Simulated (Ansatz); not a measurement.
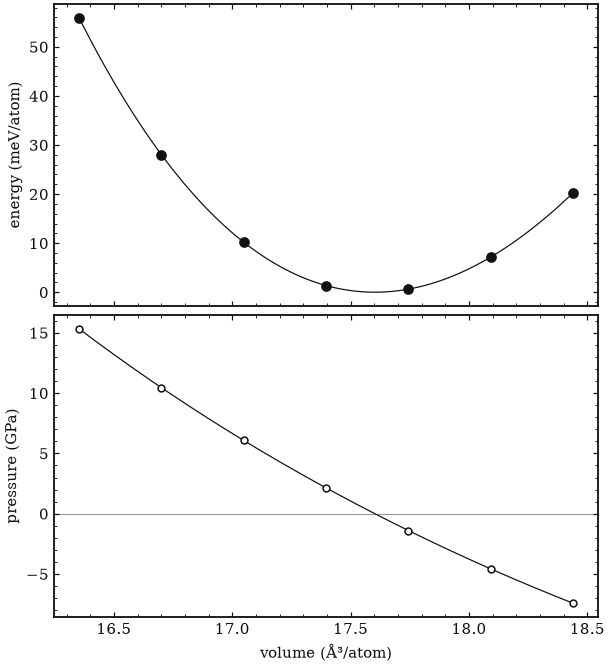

The figure shows the energy and pressure against volume for TaAs, space group I4_1md (No. 109).

Cell as given: a = 6.353 Å, b = 6.353 Å, c = 6.353 Å, α = 148.55°, β = 148.55°, γ = 45.07°; 4 atoms.

Calculation (Ansatz 0.2.0): plane-wave DFT, no spin polarisation; energies at scaled volumes of the given cell, shape and fractions fixed, counted from the fit's minimum, third-order Birch-Murnaghan fit. Level: PBE.

| setting | value |
| --- | --- |
| k mesh | 11×11×11 |
| occupations | Fermi–Dirac |
| smearing width | 0.05 eV |
| potentials | Ansatz PAW |
| wave cutoff | 420 eV |
| density cutoff | 1680 eV |

### Give the fitted equation-of-state parameters.

A third-order Birch–Murnaghan fit gives V0 = 17.60 Å³/atom, B0 = 177 GPa and B′ = 4.4.

### What does the pressure do across the range?

It falls from 15.33 GPa at volume 16.35 Å³/atom to −7.43 GPa at 18.44 Å³/atom, and changes sign near 17.61 Å³/atom.

Limits of the calculation: shape and atomic fractions are frozen while scaling, which makes layered, chain and framework solids too stiff.
